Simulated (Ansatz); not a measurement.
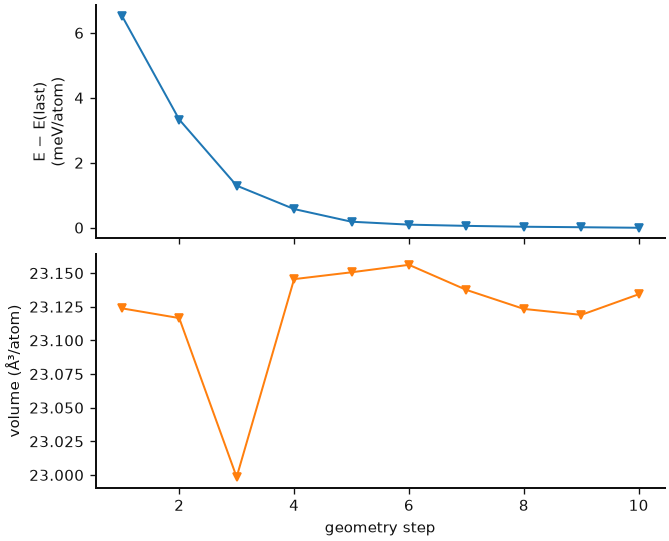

History of a geometry optimisation. Atoms and cell relax. A closing SCF on a freshly chosen basis isn't drawn.

Mg (C2/m, 1 atom in the cell); DFT PBE, scalar-relativistic, plane waves, PAW in Ansatz; cutoff 420 eV, 20×20×24 k-mesh, Gaussian smearing of 0.1 eV.

**How did the optimisation end?**

The optimisation met its thresholds at geometry 10, counting the start as the first. The energy fell by about 6.5 meV/atom from the first step to the last. All forces vanish by symmetry, so only the cell moves.

**What happens to the cell?**

The volume grows from 23.12 to 23.13 Å³ per atom (+0.0 %).
